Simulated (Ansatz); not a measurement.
## Single-point calculation, with input and output: HfN

- system: HfN (2 atoms in the cell)
- method: DFT PBEsol, scalar-relativistic, plane waves, PAW, no spin polarisation (Ansatz 0.2.0)

The structure derives from an entry of the Crystallography Open Database. It belongs to a series of runs on one base structure; here: ratio of the length along z to the lengths across it x 0.707, volume and fractional coordinates fixed.

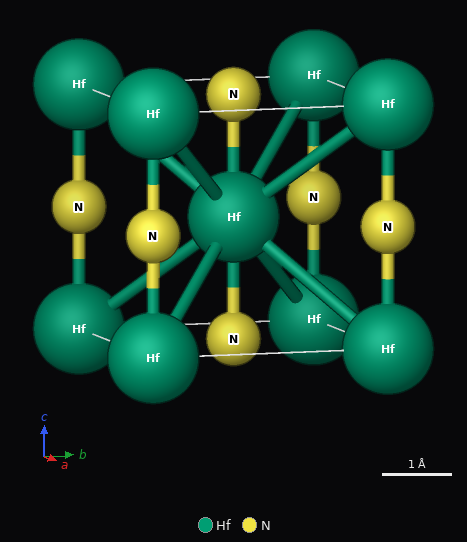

Figure 1. The structure as given in the input (ball-and-stick view of the cell 2 times as large as that of the calculation, set on its symmetry axes, seen slightly off an axis). An atom can appear more than once, as a periodic image.

Key numbers

| quantity | value |
| --- | --- |
| outcome | converged |
| space group (tolerance 0.01 Å) | I4/mmm (139) |
| electrons treated | 31 |
| free energy | −15975.9354 eV |
| Fermi energy | 23.610 eV |
| gap on the k-point mesh | none (metallic) |
| pressure | 85.75 GPa |
| largest force (length of the vector) | under 0.001 eV/Å |
| hardware | 1 thread of Arm Neoverse V1, 24 GiB of memory available, shared host |
| wall time | 23 s |
| peak memory | 0.5 GiB |

Spin–orbit coupling is left out, which matters for Hf. The cell holds an odd number of electrons but the run has no spin polarisation, so a band is left half filled.

Input file
```yaml
crystal:
  lattice:
    - [0.0, 2.5357694169, 1.7927889778]
    - [2.5357694169, 0.0, 1.7927889778]
    - [2.5357694169, 2.5357694169, 0.0]
  atoms:
    - { symbol: Hf, position: [0.0, 0.0, 0.0] }
    - { symbol: "N", position: [0.5, 0.5, 0.5] }
basis:
  ecutwfc: 420
kpoints:
  mp_grid: { grid: [20, 20, 20] }
hamiltonian:
  xc: pbesol
scf:
  occupations: { method: gaussian, width: 0.15 }
output:
  forces: true
  stress: true
  eigenvalues: true
  write_density: true
  write_potential: true
  elf: true
  volumetric_format: npy
```

Run as:
```bash
ansatz run input.yaml --threads 1 --pin off --max-ram 2560MiB --backend cpu --events-out ev --progress --plain --runs-dir out
```

Log
```
Engine: ansatz 0.2.0, aarch64-unknown-linux-gnu
Pseudopotentials: kind: paw
Pseudopotential: Hf, paw, valence charge 26, recommended cutoff 420 eV (normal), Hf.paw.azcp
Pseudopotential: N, paw, valence charge 5, recommended cutoff 420 eV (normal), N.paw.azcp
Functional definition: PBEsol
  exchange = pbesol_x
  correlation = pbesol_c
Crystal: 2 atoms, lattice volume = 23.056 Å³
Basis set: ecut = 420 eV, 429 PW (Γ), exchange–correlation on 48×48×48 points (8 copies of the dense FFT grid, shifted against one another)
Bands: 20, of which v1, the nominal top of the filled ones, is band 16 counted from 1 (15 counted from 0)
Symmetry: 16 space group operations
Space group: I4/mmm (ITA 139), of the structure as read, at distance tolerance 2.8e-5 Å
k-points: 641 of 8000
Non-local potential: Hf, projectors of the file, l = 0: 3, l = 1: 2, l = 2: 2, l = 3: 3
Non-local potential: N, projectors of the file, l = 0: 2, l = 1: 2, l = 2: 1
PAW form: soft (Blöchl's): semilocal exchange-correlation on the pseudo side does not see the compensation charge
PAW frozen core: Hf, regenerated for the run's functional, and the local potential with it (the file was generated under x = pbe(κ = 0.804, μ = 0.2195149727645171), c = pbe(β = 0.06672455060314922))
PAW frozen core: N, regenerated for the run's functional, and the local potential with it (the file was generated under x = pbe(κ = 0.804, μ = 0.2195149727645171), c = pbe(β = 0.06672455060314922))
PAW one-centre angular grid: Hf, 590 points (default); XC on 64 Gauss nodes
PAW one-centre angular grid: N, 110 points (default); XC on 64 Gauss nodes
Initial density: superposition of atomic densities (neutral atoms: chi_scale 0, normalization atom), corrected by the library's trained network
Initial wavefunctions: pseudopotential atomic-orbital guess
Functional: x = pbesol(κ = 0.804, μ = 0.12345679012345678), c = pbesol(β = 0.046)
SCF iter   1: F=—  HF=-15975.960290 eV  |F-HF|=—  |Δ(HF+E_count)|=         —  Δρ=2.43e-2  dr2=1.43e-1  ethr=1.77e-3  ⟨swp⟩=4.9  Hψ=55142  notcnv=0
preconditioner: auto → Kerker (q_TF=auto, 2.866 Å⁻¹)  [metal: Δε(μ)=0.002 eV  Ē_g=18.477 eV  σ=0.150 eV  W_gap=0.01  n_scr=12 (ndim 8)  ℏωp=41.6 eV  f_vac=0.000  D(μ)=0.99/eV (n_scr^D=12)]
SCF iter   2: F=—  HF=-15975.942517 eV  |F-HF|=—  |Δ(HF+E_count)|=   1.78e-2  Δρ=1.23e-2  dr2=4.18e-2  ethr=4.62e-4  ⟨swp⟩=1.1  Hψ=18011  notcnv=0
SCF iter   3: F=—  HF=-15975.936435 eV  |F-HF|=—  |Δ(HF+E_count)|=   6.08e-3  Δρ=2.50e-3  dr2=1.29e-3  ethr=1.35e-4  ⟨swp⟩=2.4  Hψ=19738  notcnv=0  defer=1
SCF iter   4: F=—  HF=-15975.935564 eV  |F-HF|=—  |Δ(HF+E_count)|=   8.71e-4  Δρ=1.47e-3  dr2=4.89e-4  ethr=4.15e-6  ⟨swp⟩=2.9  Hψ=28022  notcnv=0  defer=102
SCF iter   5: F=—  HF=-15975.935362 eV  |F-HF|=—  |Δ(HF+E_count)|=   2.01e-4  Δρ=3.62e-4  dr2=2.51e-5  ethr=1.58e-6  ⟨swp⟩=2.0  Hψ=21055  notcnv=0  defer=102
SCF iter   6: F=—  HF=-15975.935356 eV  |F-HF|=—  |Δ(HF+E_count)|=   6.35e-6  Δρ=9.71e-5  dr2=1.03e-6  ethr=8.09e-8  ⟨swp⟩=2.0  Hψ=22702  notcnv=0  defer=103
SCF iter   7: F=-15975.935356 eV  HF=-15975.935356 eV  |F-HF|=1.28e-8  |Δ(HF+E_count)|=   1.28e-7  Δρ=9.35e-6  dr2=6.89e-9  ethr=3.23e-10  ⟨swp⟩=10.6  Hψ=99263  notcnv=0
SCF 1 converged in 7 iterations: F = -15975.935356 eV  dr2 = 6.89e-9
  Residual-converged pass: ⟨swp⟩=1.0  Hψ=15401  notcnv=0  max |occ|·‖R‖ = 7.1e-9 eV (tolerance 1.0e-8 eV)  dr2=6.89e-9  dr2_onsite=2.61e-8  max |Δocc| = 2.6e-10
  greatest PAW one-centre occupation: 0.998 electrons in one spin orbital (limit 2), on the Hf atom at site 0 (counted from 0), in its partial waves of l = 3
```

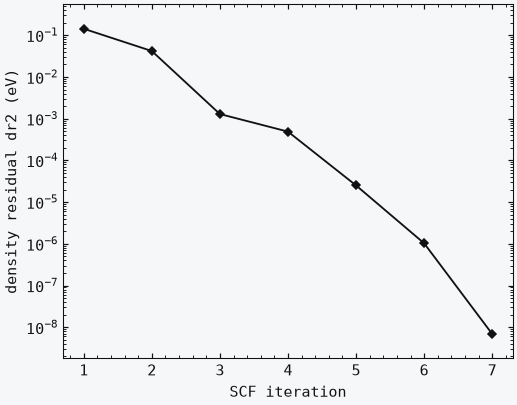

Figure 2. Convergence of the self-consistent field: density residual dr2 against the SCF iteration. The residual falls at every step.

```
SCF converged after 7 iterations
Free energy (F): -15975.935356 eV
Harris-Foulkes:  -15975.935356 eV  (|F-HF|=1.28e-8)
Internal energy: -15975.925730 eV  (E = F + TS)
E sigma→0 (E₀):  -15975.930543 eV
Entropy (-TS):   -0.009625 eV (-4.813 meV/atom)
Fermi energy:    23.610380 eV
--- Per-component energies (eV) ---
  E_band       = 182.959269
  E_kinetic    = 574.841972
  E_local      = -4935.672650  (includes V_loc(G=0)·N_el)
  E_nonlocal   = -1187.776536
  E_hartree    = 2345.768166
  E_xc         = -362.841784
  E_vxc        = -349.368309  (∫ρ·V_xc dr)
  E_paw        = -6935.354856  (= ΣΔE_a)
  E_vpaw       = 1389.402404  (= ΣTr[D̂ρ^β])
  E_aug_tail   = 0.000095  (compensation charges beyond the density's cutoff)
  E_ewald      = -5476.169328
  E_core_change = 1.279190  (= ΣΔE_core)
  E_smearing   = -0.009625  (= −TS)
  E_closure    = 0.000000  (closes the sum)
  Σ components = -15975.935356   (vs F -15975.935356, Δ=0.00e0)
--- Forces (eV/Å), atoms counted from 1 ---
  atom   1  Hf    -0.00000000     0.00000000     0.00000000
  atom   2  N      0.00000000     0.00000000     0.00000000
  max |Σ_I F_I| component: 1.20e-29 eV/Å
--- Stress (GPa, compression-positive) ---
      -16.255789       0.000000       0.000000
        0.000000     -16.255789       0.000000
        0.000000      -0.000000     289.773307
  P = ⅓ Tr σ = 85.7539 GPa (857.539 kbar)
--- Band table (eV; the first three rows and the last of 641) ---
  k-point 0: bands = ["-38.6706", "-7.8564", "-7.1354", "-7.1354", "5.7340", "11.3988", "11.3988", "11.4376", "11.5383", "11.5588", "11.5588", "11.6394", "20.0444", "20.0444", "20.4060", "22.9361", "22.9361", "23.1333", "23.7234", "26.3205"]
  k-point 1: bands = ["-38.6689", "-7.8755", "-7.1470", "-7.1423", "5.8155", "11.4011", "11.4019", "11.4383", "11.5392", "11.5585", "11.5589", "11.6375", "19.5053", "19.8072", "20.8122", "23.1060", "23.1177", "23.3434", "23.6027", "26.2609"]
  k-point 2: bands = ["-38.6639", "-7.9333", "-7.1771", "-7.1620", "6.0544", "11.4078", "11.4109", "11.4417", "11.5417", "11.5583", "11.5591", "11.6322", "18.7727", "19.2797", "21.1395", "23.1081", "23.4190", "23.8089", "24.0304", "26.1091"]
  k-point 640: bands = ["-38.5459", "-8.4616", "-7.7727", "-7.7727", "6.4589", "11.4385", "11.4561", "11.4561", "11.5152", "11.5961", "11.5961", "11.6237", "19.0050", "19.0050", "19.2159", "22.6349", "28.3121", "28.3121", "28.7154", "30.0485"]
```

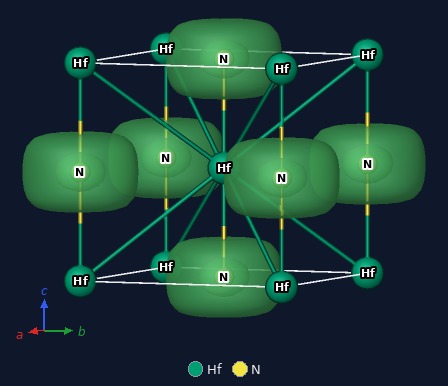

Figure 3. Isosurface of the ELF at 0.6 (green), seen at an oblique angle. Only the valence region is drawn (cores and ρ < 0.01 e/Å³ removed). Sticks mark near contacts. The outline is the cell set on symmetry axes. Profiles from the grid: Hf–N (1.79 Å): the ELF peaks at about 0.80 in the valence shell of N, 0.5 Å from its nucleus, and drops to about 0.30 between the two atoms. Hf–Hf (3.11 Å): the ELF is about 0.15 at the midpoint (no localised pair between them). Core electrons are frozen (PAW), so the fields are smoothed inside the atomic spheres.

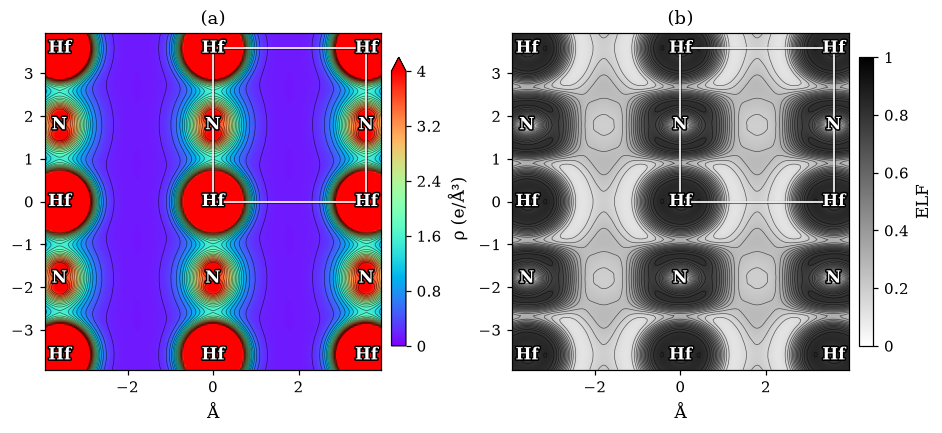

Figure 4. (a) valence charge density (pseudo); (b) ELF on the (100) plane of the conventional cell. The section cuts through Hf and N sites. Hf–N (1.79 Å): ρ at the midpoint is about 1.9 e/Å³, with its minimum of 1.6 e/Å³ about 1.0 Å from Hf; the ELF peaks at about 0.80 in the valence shell of N, 0.5 Å from its nucleus, and drops to about 0.30 between the two atoms. Away from the nuclei the density in this plane falls to 0.12 e/Å³ at its lowest. The strong features right at Hf lie inside the PAW spheres (semicore, d or f shells) and say nothing about bonding.
